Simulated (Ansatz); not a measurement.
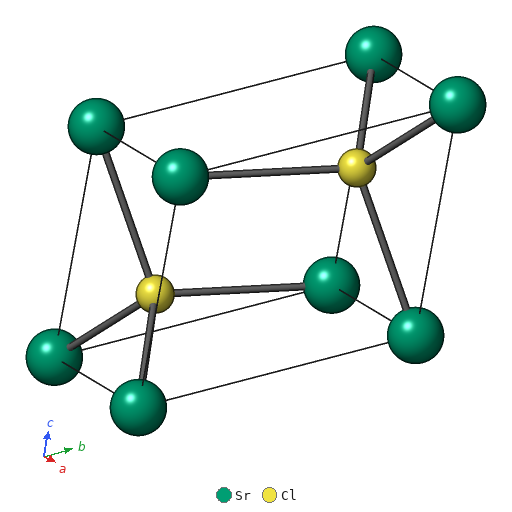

System: SrCl₂, space group Fm-3m (No. 225). The picture shows the cell.

Structure:
```yaml
crystal:
  lattice:
    - [0.00000, 3.48550, 3.48550]
    - [3.48550, 0.00000, 3.48550]
    - [3.48550, 3.48550, 0.00000]
  atoms:
    - { symbol: Sr, position: [0.00000, 0.00000, 0.00000] }
    - { symbol: Cl, position: [0.25000, 0.25000, 0.25000] }
    - { symbol: Cl, position: [0.75000, 0.75000, 0.75000] }
```

Computed with Ansatz 0.2.0: deformation of a crystal at fixed volume, lengths along the axis scaled against those across it, fractional coordinates fixed, by plane-wave density functional theory with PAW datasets, free energies less that of the undisturbed cell, pressure positive in compression; scalar-relativistic. Level: PBE, no spin polarisation.

wave cutoff 420 eV; k mesh 6×6×6; occupations Gaussian; smearing width 0.05 eV; k shift (0, 0, 0) (mesh steps); start as given; path trigonal; axis direction (0.5774, 0.5774, 0.5774) (Cartesian unit vector).

Describe the result: the energy change, pressure and gap on the k mesh against relative axial ratio. The relative axial ratio takes the values 0.50, 0.60, 0.71, 0.85, 0.93, 1.00, 1.08, 1.20, 1.41, 1.70, 2.00.

The energy change is 4543 meV/atom at relative axial ratio 0.50 and 227 meV/atom at 2.00; the lowest computed point is at relative axial ratio 1.00 (0 meV/atom), in a single well. The pressure goes from 57.3 GPa at relative axial ratio 0.50 to 7.6 GPa at 2.00, not monotonically, with a low of 1.1 GPa at 1.00. The gap on the k mesh stays open and runs from 0.390 eV at relative axial ratio 0.50 to 5.297 eV at 2.00, with its largest value, 5.533 eV, at 1.41.

```
axial ratio relative to the start  energy change (meV/atom)  pressure (GPa)  gap on the k mesh (eV)
                             0.50                      4543            57.3                   0.390
                             0.60                      1722            27.8                   3.502
                             0.71                       523            11.0                   5.036
                             0.85                        73             2.8                   5.337
                             0.93                        11             1.4                   5.354
                             1.00                         0             1.1                   5.353
                             1.08                         8             1.4                   5.363
                             1.20                        33             2.4                   5.441
                             1.41                        76             4.4                   5.533
                             1.70                       138             6.5                   5.488
                             2.00                       227             7.6                   5.297
```

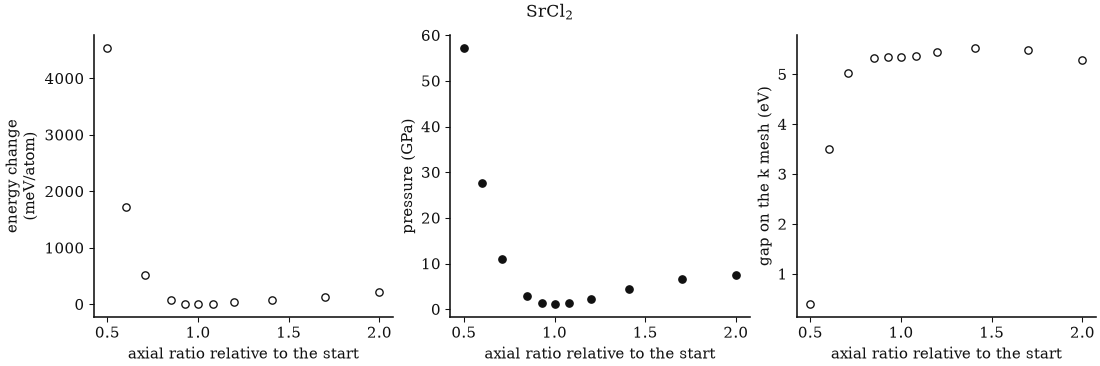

Caveats: reference crystal is not relaxed.
